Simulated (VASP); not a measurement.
System: KBr, space group R-3m, 2 atoms in the cell, rocksalt type, shear (111) strain −0.6%.

Space group R-3m:H (No. 166). a = 4.670 Å, b = 4.670 Å, c = 11.366 Å, α = 90.00°, β = 90.00°, γ = 120.00°
```
atom  site  symmetry       x       y       z
   K    3a       -3m  0.0000  0.0000  0.0000
  Br    3b       -3m  0.3333  0.6667  0.1667
```

Computed with VASP: DFT, HSE06, plane waves, PAW, 4×4×4 k mesh, 520 eV cutoff.

Predict the main features of the density of states.

There is a gap; over the k points computed it is 5.60 eV (direct among those points). The upper group of valence states starts about 1.3 eV under the valence-band top, with a gap beneath it; it holds about 6 electrons a cell. Within the window shown, the tallest peak of the filled states lies 0.4 eV under the valence-band top, at about 7.5 states per eV and cell.

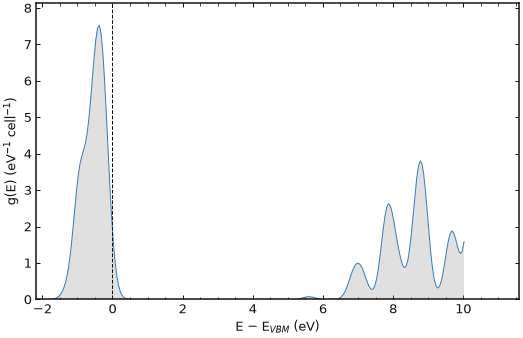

Density of states. Energies are counted from the top of the valence band. The curve is built from the levels of the k mesh with Gaussians 0.4 eV wide, which also blur the band edges.
